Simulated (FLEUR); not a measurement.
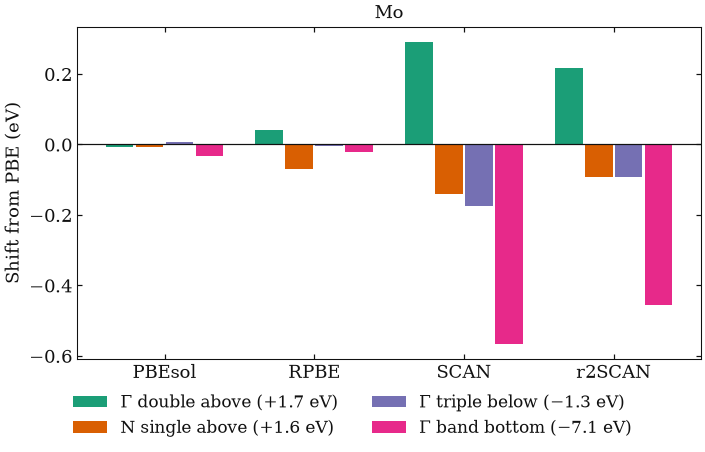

Levels near the Fermi level of bcc Mo, space group Im-3m (No. 229), 1 atom in the primitive cell (cubic a = 3.168 Å), a metal, by five methods on one cell, as shifts from PBE. Each level is counted from the Fermi level of its run and named by k point, degeneracy (spin aside) and side; the legend gives its PBE energy; the band bottom is the lowest valence level above the core-like shells.

**Which method departs most from PBE, and how?**

SCAN: it moves Γ double above by +0.29 eV, N single above by −0.14 eV, Γ triple below by −0.18 eV and Γ band bottom by −0.57 eV.

**How does the occupied bandwidth compare?**

The Fermi level lies 7.13 eV (PBE), 7.17 eV (PBEsol), 7.15 eV (RPBE), 7.70 eV (SCAN) and 7.59 eV (r2SCAN) above the band bottom.

```csv
method,Γ double above (eV),N single above (eV),Γ triple below (eV),Γ band bottom (eV)
PBE,1.68,1.60,−1.28,−7.13
PBEsol,1.67,1.59,−1.28,−7.17
RPBE,1.72,1.53,−1.29,−7.15
SCAN,1.97,1.46,−1.46,−7.70
r2SCAN,1.90,1.51,−1.38,−7.59
```

Settings. PBE: all-electron, 12×12×12 k mesh, Fermi-Dirac smearing of 0.05 eV (FLEUR). PBEsol: all-electron, 12×12×12 k mesh, Fermi-Dirac smearing of 0.05 eV (FLEUR MaX-R8.1 (later development tree)). RPBE: all-electron, 12×12×12 k mesh, Fermi-Dirac smearing of 0.05 eV (FLEUR MaX-R8.1 (later development tree)). SCAN: all-electron, 12×12×12 k mesh, Fermi-Dirac smearing of 0.05 eV (FLEUR MaX-R8.1 (later development tree)). r2SCAN: all-electron, 12×12×12 k mesh, Fermi-Dirac smearing of 0.05 eV (FLEUR MaX-R8.1 (later development tree)). No run carries moments or holds spin-orbit coupling.

SCAN and r2SCAN: the meta-GGA is that of a development version, with a GGA for the radial functions and cores and without core tails. The Fermi levels are those of this mesh and smearing.
